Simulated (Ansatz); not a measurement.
## ZrS in space group Fm-3m: the states at the Fermi level

```yaml
crystal:
  lattice:
    - [0.00000, 2.62500, 2.62500]
    - [2.62500, 0.00000, 2.62500]
    - [2.62500, 2.62500, 0.00000]
  atoms:
    - { symbol: Zr, position: [0.00000, 0.00000, 0.00000] }
    - { symbol: S, position: [0.50000, 0.50000, 0.50000] }
```

These are results of Ansatz, DFT LDA, scalar-relativistic, plane waves, PAW; levels and slopes on a dense k mesh at the converged density, not measurements. No spin polarisation. The levels come from a k mesh of 34×34×34 points. Unrelaxed database geometry (residual pressure −9 GPa).

Part 1: The sheets

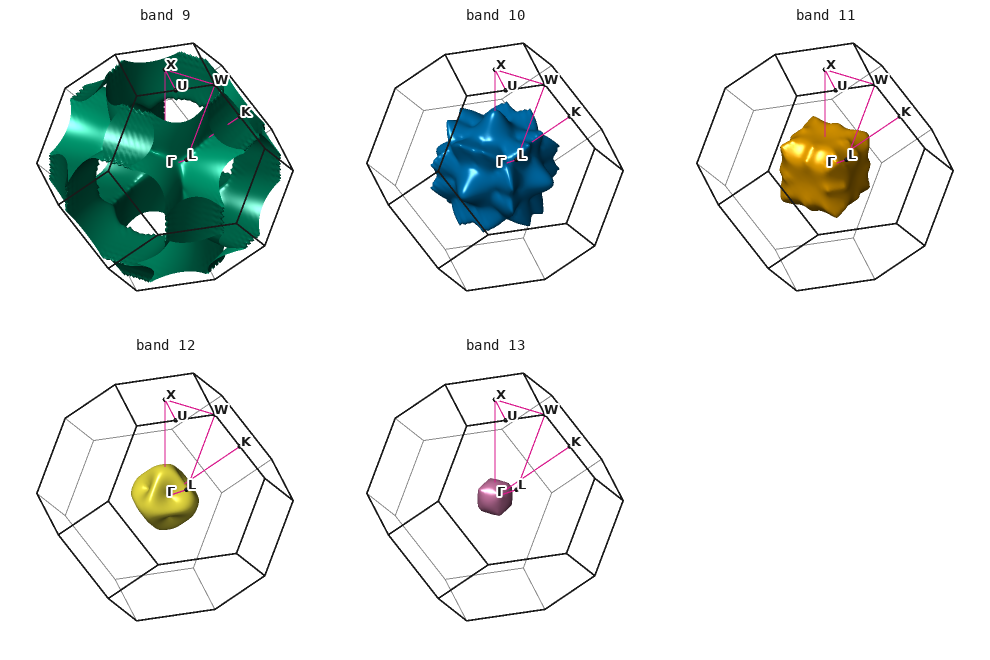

Computed Fermi surface of this crystal. Each panel holds one band. The brighter face of a sheet looks towards empty states.

**Describe the Fermi surface sheet by sheet.**

Five bands cross the Fermi level; this is a three-dimensional metal.

Band 9: an open hole network that joins neighbouring zones in all directions (20 % of the zone).
Band 10: one electron pocket centred at Γ (11 % of the zone).
Band 11: one electron pocket centred at Γ (6.0 % of the zone).
Band 12: one electron pocket centred at Γ (2.0 % of the zone).
Band 13: one electron pocket centred at Γ (0.42 % of the zone).

Part 2: Cuts and bands

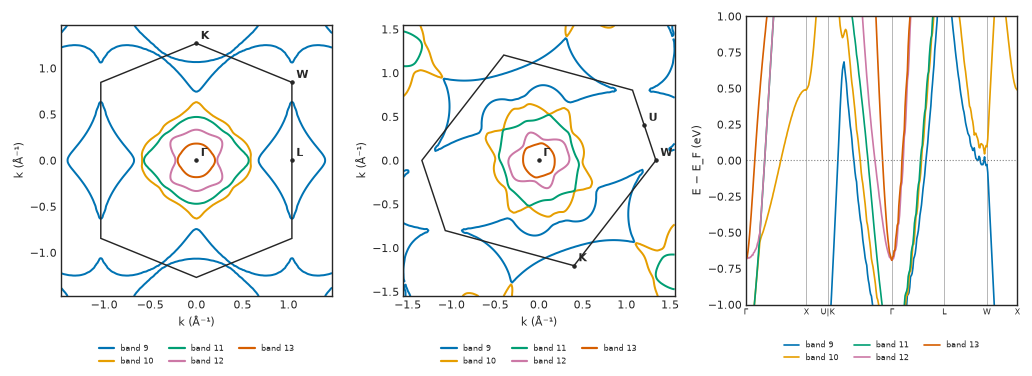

This crystal: cuts through the Fermi surface in the plane through Γ, L and W and the plane through Γ, W and U, and the bands that cross the Fermi level.

**For each band, read its level at the labelled points (eV from the Fermi level).**

```json
{"band": "band 9", "Γ": "below", "X": "below", "L": "above"}
{"band": "band 10", "Γ": "below", "X": "+0.49", "L": "above"}
{"band": "band 11", "Γ": "below", "X": "above", "L": "above"}
{"band": "band 12", "Γ": "−0.69", "X": "above", "L": "above"}
{"band": "band 13", "Γ": "−0.69", "X": "above", "L": "above"}
```

Negative values are filled states; "above" and "below" lie outside the plotted window.

Part 3: Weight on the atoms

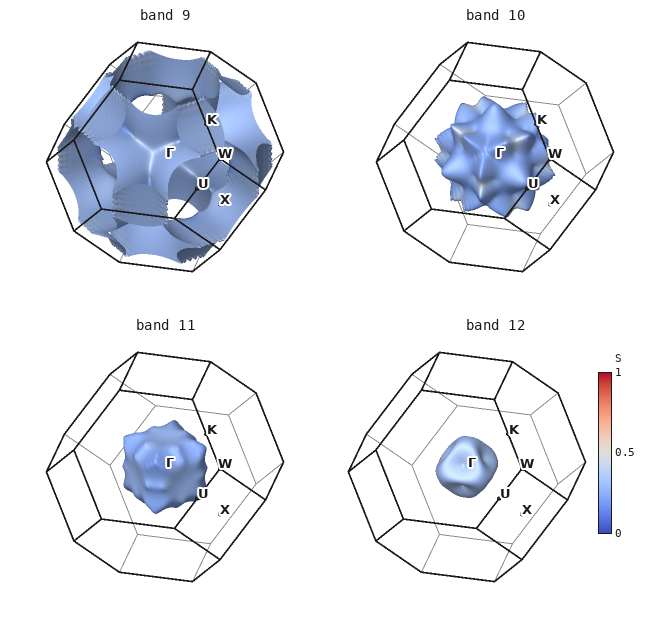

Fermi surface of this crystal (the four sheets of greatest area among five bands), coloured by the weight of the states on S (Voronoi cells).

**On which elements do the states at the Fermi level lie?**

Band 9: Zr (68 %) and S (32 %). Band 10: Zr (73 %) and S (27 %). Band 11: Zr (73 %) and S (27 %). Band 12: Zr (66 %) and S (34 %).

Part 4: Quantum oscillations

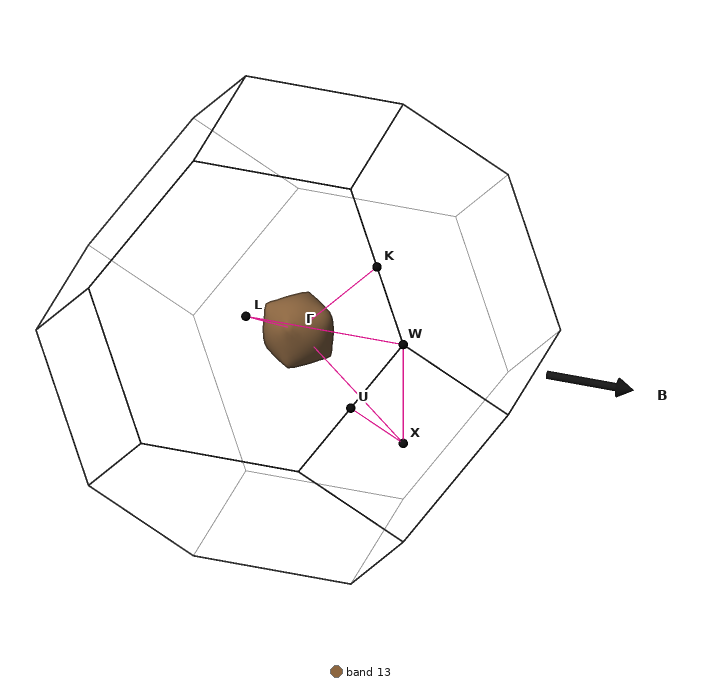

A band of this crystal with a closed pocket at the Fermi level (other bands may have more); the arrow B points along ⟨110⟩. One band is drawn. The brighter face of a sheet looks towards empty states. Conventional cell: a = 5.25 Å, b = 5.25 Å, c = 5.25 Å, α = 90.00°, β = 90.00°, γ = 90.00°.

**Estimate the largest cross-section normal to ⟨110⟩, and the quantum-oscillation frequency for a field along ⟨110⟩, of the pocket of band 13 at Γ.**

The electron pocket of band 13 at Γ: about 0.12 Å⁻², so F = ħA/2πe ≈ 1.2 kT; it holds 0.0083 electrons per cell.

Part 5: Speeds

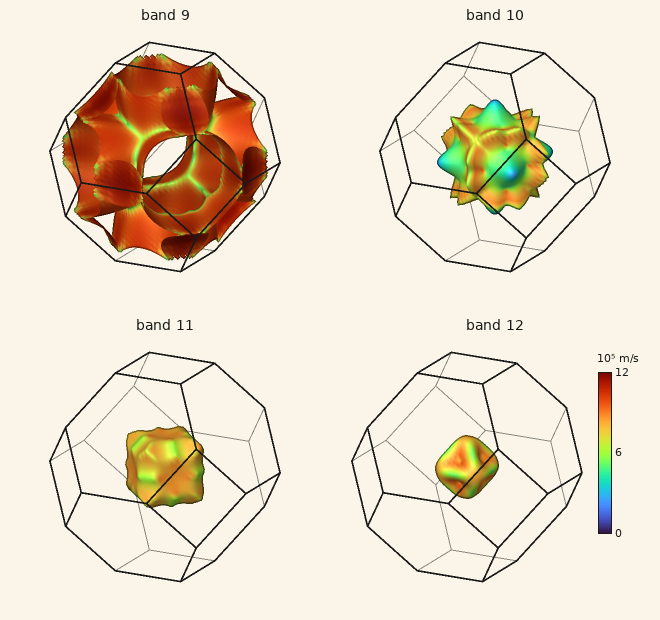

Fermi surface of this crystal (the four sheets of greatest area among five bands), coloured by the Fermi speed.

**How fast are the electrons on each sheet?**

Band 9: 5.8 to 11 × 10⁵ m/s over most of the sheet, 9.4 × 10⁵ m/s on average over states. Band 10: 4.0 to 8.9 × 10⁵ m/s over most of the sheet, 6.4 × 10⁵ m/s on average over states. Band 11: 6.0 to 8.7 × 10⁵ m/s over most of the sheet, 7.6 × 10⁵ m/s on average over states. Band 12: 5.5 to 9.4 × 10⁵ m/s over most of the sheet, 7.5 × 10⁵ m/s on average over states.

**Which of these bands adds most to the density of states at the Fermi level?**

Band 9, with 0.74 of 1.4 states/eV per cell.

Spin-orbit coupling is left out; with Zr it can split, shift or remove sheets. Necks and pockets thinner than about two mesh steps aren't resolved, so separate pockets may in truth be joined.

Cost: 29 s on 1 thread of Arm Neoverse V1 (shared host), peak memory 0.57 GiB.
